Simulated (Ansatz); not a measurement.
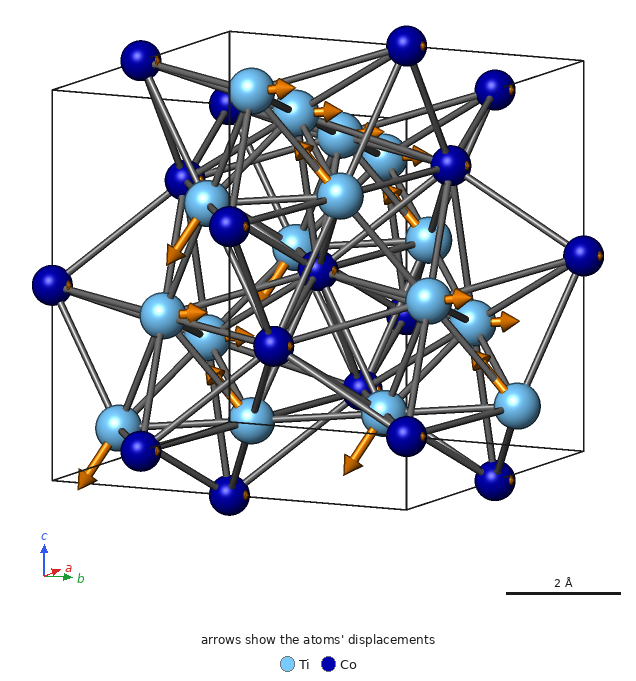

Normal modes of solid Ti$_{2}$Co, at the zone centre. The optical levels lie at 142i (×3), 109i (×2), 119 (×3), 139 (×3), 265 (×3), 447 cm⁻¹. One mode is drawn. Displacements are drawn as orange arrows; their common scale and sign are arbitrary. Style: ball-and-stick. Shown: the conventional cell (4 times the calculation's cell), from a free direction. Lengths and directions refer to the drawn axes.

These are results of Ansatz 0.2.0, DFT PBEsol, scalar-relativistic, plane waves, PAW, not measurements. Settings: plane-wave cutoff 420 eV; k-point mesh 12 × 12 × 12; occupations gaussian; smearing width 0.15 eV; collinear spin.

### To which level does it belong?

The level at 265 cm⁻¹. This is the T₁u mode (triply degenerate; one member of the set is drawn), optical level 5 of 6, counted from below (2 lower levels are imaginary, so the structure is unstable), infrared-active by symmetry. The kinetic energy is shared as Ti 99 %, Co 1 %. The crystal is a metal, so free carriers screen the infrared response.
